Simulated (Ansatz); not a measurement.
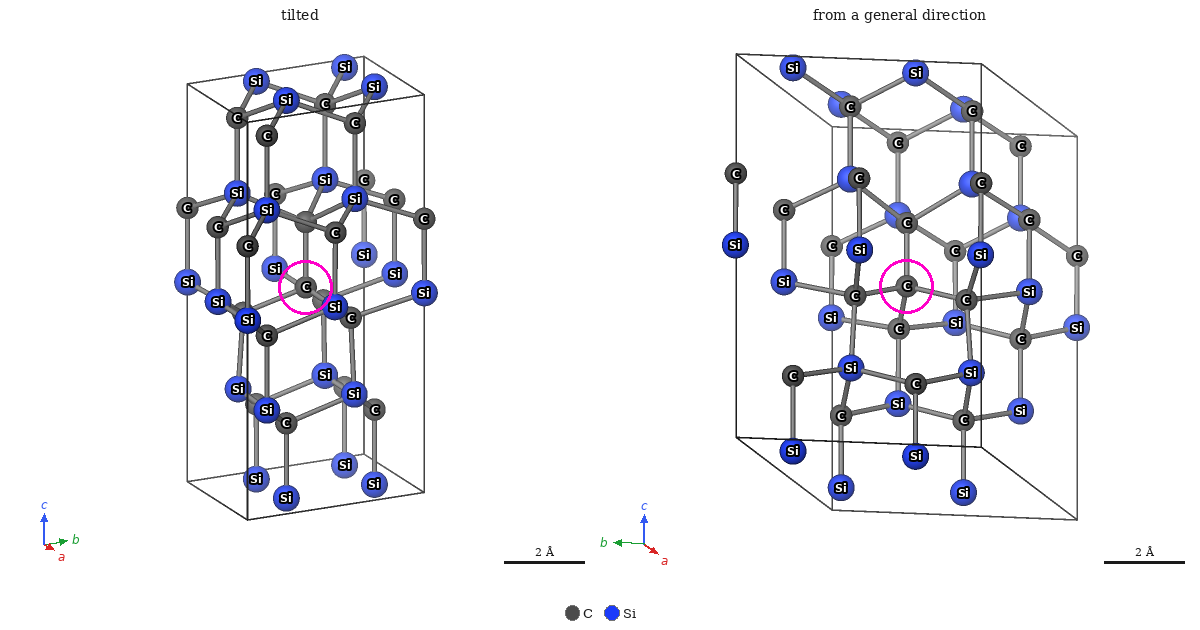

Drawn in the ball-and-stick manner and seen slightly off an axis and from a general direction. The parallelepiped is the supercell. The host is SiC, in a cell of 32 sites, and the cell carries a charge of +1. A ring marks the defect's site.

Question: What kind of defect was put in?

Answer: Carbon on a silicon site (an antisite). It is bonded to four C in a tetrahedral arrangement at about 1.7 Å.

Level of theory and settings: Ansatz, DFT PBE, scalar-relativistic, plane waves, PAW, a 420 eV plane-wave basis, Brillouin-zone sampling on a 2×2×2 mesh, Gaussian smearing of 0.01 eV, collinear spins.

Question: Is there a net moment in the defective cell?

Answer: Yes, 0.2 μB in the cell.

The atoms were relaxed in the host's cell with DFT PBE, scalar-relativistic, plane waves, PAW (Ansatz).
